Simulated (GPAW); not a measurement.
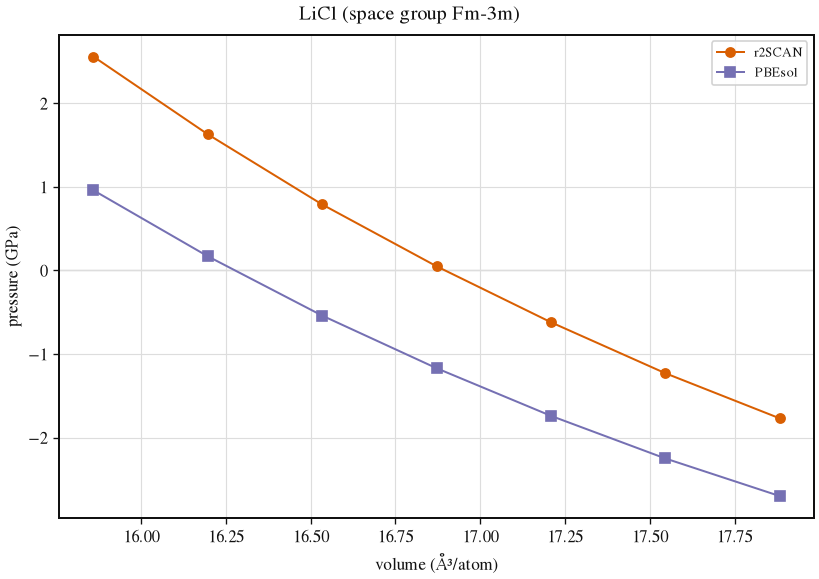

Method: PAW DFT in plane waves, on a grid or in atomic orbitals, no spin polarisation; energies at scaled volumes of the given cell, shape and fractions fixed, counted from the fit's minimum, third-order Birch-Murnaghan fit (GPAW 26.7.0). All runs: no spin polarisation.

- k mesh: 9×9×9
- occupations: Fermi–Dirac
- smearing width: 0.05 eV
- wave cutoff: 800 eV

Caption: Pressure against volume, with one curve for each functional, for LiCl (space group Fm-3m).

Settings that differ: r2SCAN: potentials GPAW-PAW-data-sets-(gpaw-data-1.2.1); PBEsol: potentials PAW-data-sets-made-by gpaw-setup-for-the-functional.

The fitted equilibrium volumes, smallest first, are PBEsol 16.287, r2SCAN 16.915 Å³/atom. The fitted bulk moduli, smallest first, are r2SCAN 35, PBEsol 35 GPa. For r2SCAN, the pressure falls from 2.56 GPa at volume 15.86 Å³/atom to −1.77 GPa at 17.88 Å³/atom, and changes sign near 16.90 Å³/atom. For PBEsol, the pressure falls from 0.96 GPa at volume 15.86 Å³/atom to −2.70 GPa at 17.88 Å³/atom, and changes sign near 16.28 Å³/atom.
